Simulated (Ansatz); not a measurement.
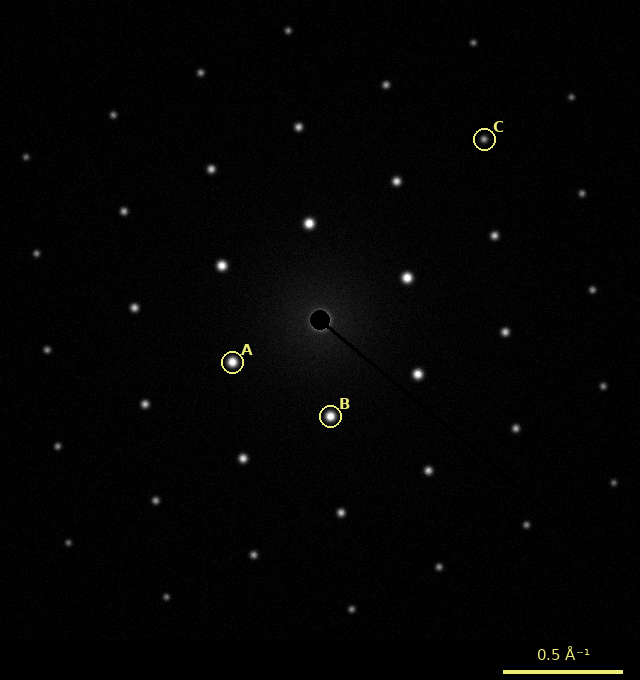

The pattern is a kinematic simulation for 80 kV electrons (no multiple scattering; isotropic B = 0.8 Å²). The zone axis points towards the electron source and the pattern is seen from the source side.

The sample is Ge, space group Fm-3m (No. 225), a = 4.232 Å. Structure: the input geometry of an electronic-structure calculation (not necessarily at equilibrium); the starting structure was generated, so it need not be a known form of this composition.

Spot A is indexed -1 1 -1 and spot B -1 1 1.

Q: Give hkl for C.

A: C = −2A − B = 3 -3 1 (d = 0.971 Å).

Q: Find the zone axis.

A: The cross product of A and B is parallel to [110]; every spot obeys hu + kv + lw = 0.

Q: What are the spacings of A and B and the angle between them?

A: d(A) = 2.444 Å, d(B) = 2.444 Å, and the angle is 70.5°.
